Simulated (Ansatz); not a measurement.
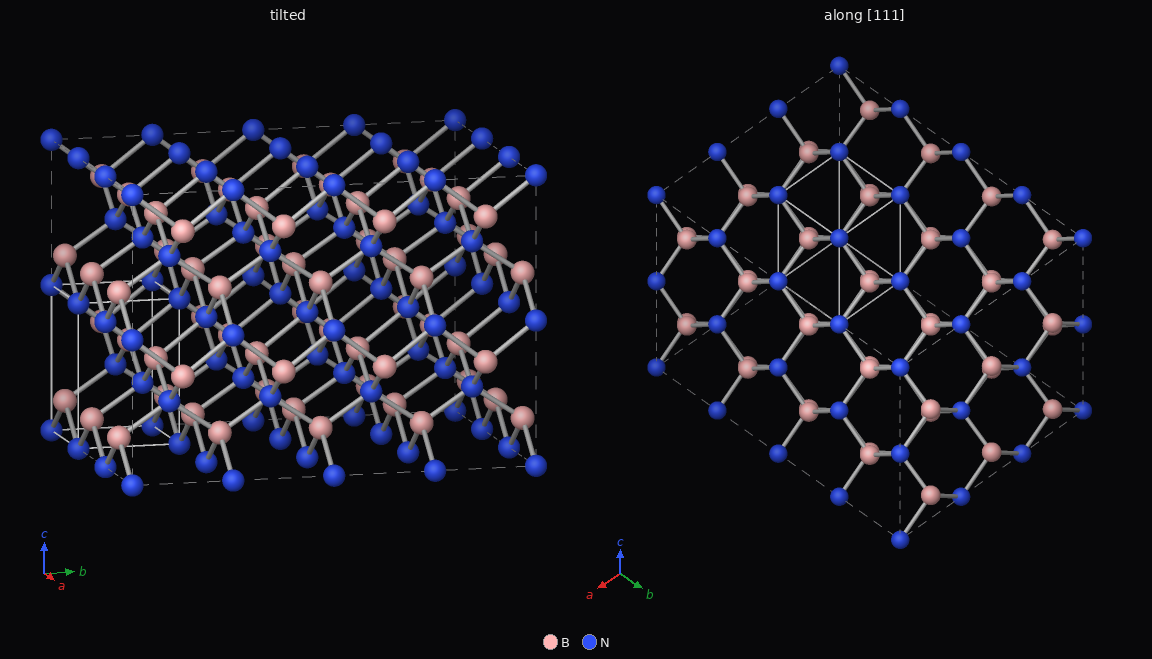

The image is a ball-and-stick drawing of a crystal, viewed slightly off an axis and along [111]. A block of 3×4×2 cells is shown, with one conventional unit cell in solid outline.

- The stoichiometry is BN.
- The structure has P-4m2 (No. 115) symmetry and a primitive tetragonal lattice.
- One cell contains 2 B, 2 N, 4 atoms in all.
- B is coordinated by four N in a tetrahedral arrangement. N is coordinated by four B in a tetrahedral arrangement.
- The bonds build a three-dimensional framework.

Origin of the cell: a structure listed in the Materials Project. The cell was then strained or its atoms displaced on purpose. It was the input of a calculation with Ansatz.

At this level of theory the run's own cell isn't at rest (forces up to 3.1 eV/Å), so its distances can differ from those at equilibrium, the more so the softer the solid.
